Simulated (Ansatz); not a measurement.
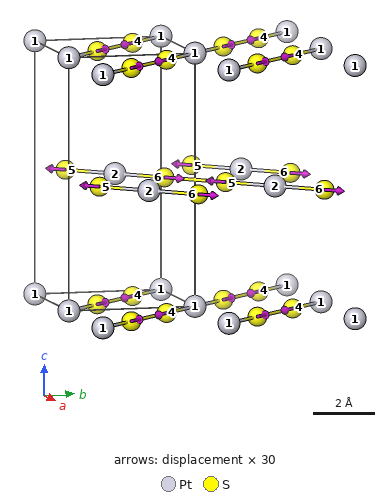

This is a relaxation of crystalline PtS$_{2}$ (a generated structure, set up in P4_2/mnm) (coarse preliminary run). The starting structure is drawn; purple arrows show the displacements (the part carried along by the change of the cell is left out), 30 times their true length.

A ball-and-stick model of the cell of the calculation, repeated 2 × 2 × 1 with one cell outlined, seen slightly off an axis.

Computed with DFT PBE, scalar-relativistic, plane waves, PAW (Ansatz 0.2.0).

Input file:
```yaml
crystal:
  lattice:
    - [4.29350694, 0.0, 0.0]
    - [0.0, 4.29350694, 0.0]
    - [0.0, 0.0, 8.40105661]
  atoms:
    - { symbol: Pt, position: [0.0, 0.0, 0.0] }
    - { symbol: Pt, position: [0.5, 0.5, 0.5] }
    - { symbol: S, position: [0.69142684, 0.30857316, 0.0] }
    - { symbol: S, position: [0.30857316, 0.69142684, 0.0] }
    - { symbol: S, position: [0.19142684, 0.19142684, 0.5] }
    - { symbol: S, position: [0.80857316, 0.80857316, 0.5] }
basis:
  ecutwfc: 420
kpoints:
  mp_grid: { grid: [4, 4, 2] }
hamiltonian:
  xc: pbe
scf:
  occupations: { method: gaussian, width: 0.1 }
  lower_state_search: "off"
output:
  forces: true
  stress: true
  eigenvalues: true
relax:
  adjacent_minimum: "off"
  f_tol: 0.04
  max_steps: 70
  cell: { stress_tol: 0.4 }
```

Run as
```bash
ansatz run input.yaml --threads 1 --pin off --max-ram 2560MiB --backend cpu --events-out ev --progress --plain --runs-dir out
```

**Atoms of which element are displaced furthest, and by how much?**

Sulfur: up to 0.026 Å, against 0.000 Å for platinum.

**Describe the change and its energy.**

The largest moves relative to the cell, 0.026 Å, are those of S3, S4, S5 and S6. S6 goes along [1 1 0]. Pt stays in place. The volume changes by −25.9 %, with a = b 4.294 → 5.510 Å (+28.3 %), c 8.401 → 3.779 Å (−55.0 %). Among the contacts that change: Pt1–S5 4.358 → 2.391 Å, S3–S4 2.325 → 2.931 Å, Pt1–S3 1.874 → 2.431 Å. New bonds form: Pt1–S5 (4.36 → 2.39 Å), Pt1–S6 (4.36 → 2.39 Å), Pt2–S3 (4.36 → 2.39 Å), Pt2–S4 (4.36 → 2.39 Å). The space group stays P4_2/mnm (No. 136). Over 21 accepted moves (24 points after the start) the energy falls by 1823 meV per atom. Largest force component: 7.8 eV/Å at the start, 0.033 eV/Å at the end. The pressure goes from 31.20 to 0.15 GPa. The line search rejected the trial step at point 17 of the run. At 2 points the geometry stayed and the basis and grid were re-selected for the new cell (energy shift of 53.7 meV per atom at most each time). Cost: 99 s on 1 thread of Arm Neoverse V2, on a shared host, peak memory 0.4 GiB.

Limits of the set-up: the k-point mesh is coarse for a cell with partly filled bands; layers or molecules are held without a dispersion correction, so their spacing is unreliable.
